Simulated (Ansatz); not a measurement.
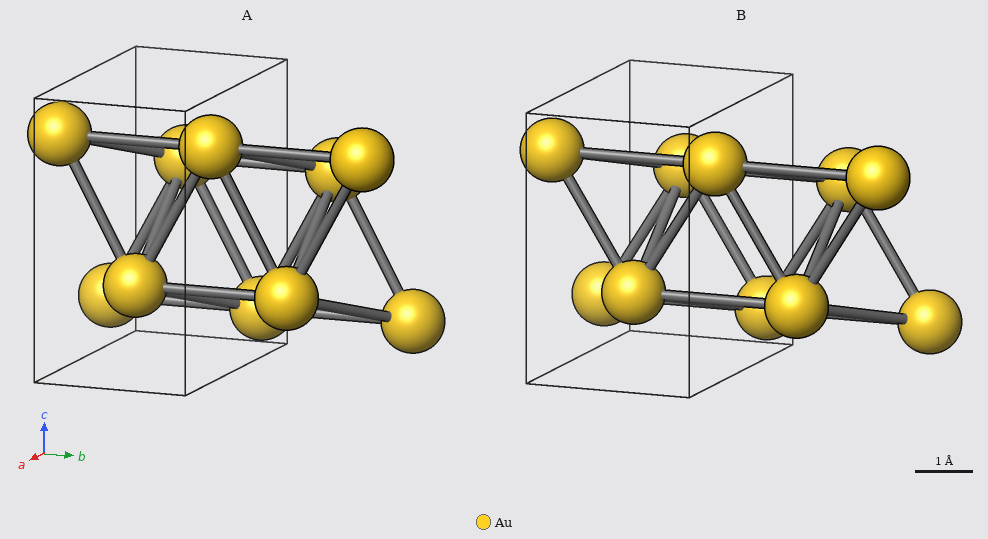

Two geometries of a crystal of Au (a generated structure, set up in Pmma) (coarse preliminary run), drawn at one scale. One is the start of a relaxation, the other its converged end. The picture is a ball-and-stick view of the cell of the calculation, repeated 1 × 2 × 1 with one cell outlined, seen slightly off an axis.

These are results of Ansatz, DFT PBE, scalar-relativistic, plane waves, PAW, not measurements. Settings: plane-wave cutoff 420 eV; k-point mesh 4 × 6 × 4; occupations gaussian; smearing width 0.1 eV; no spin polarisation; cell and atoms relaxed; force threshold 0.04 eV/Å; at most 70 steps.

> Which one is relaxed?

Structure B is the relaxed one. The largest moves relative to the cell, 0.071 Å, are those of Au atoms. Cell: a 4.704 → 4.797 Å (+2.0 %), b 2.873 → 3.095 Å (+7.8 %), c 5.111 → 4.863 Å (−4.9 %). Volume +4.5 %. Near-neighbour distances that change, for instance: Au–Au 2.873 → 3.095 Å, Au–Au 2.976 → 2.882 Å, Au–Au 2.928 → 2.999 Å, Au–Au 2.859 → 2.923 Å. The space group (tolerance 0.01 Å) goes from Pmma (No. 51) to Cmcm (No. 63). Over 4 accepted moves (5 points after the start) the energy falls by 42.9 meV per atom. The largest force component goes from 0.41 to 0.0018 eV/Å. The pressure goes from 7.16 to −0.17 GPa. The SCF was repeated once at an unchanged geometry on a basis and grid sized afresh for the cell, which shifted the energy by 0.3 meV per atom at most. The run took 26 s on 1 thread of Arm Neoverse V2, on a shared host, peak memory 0.38 GiB.
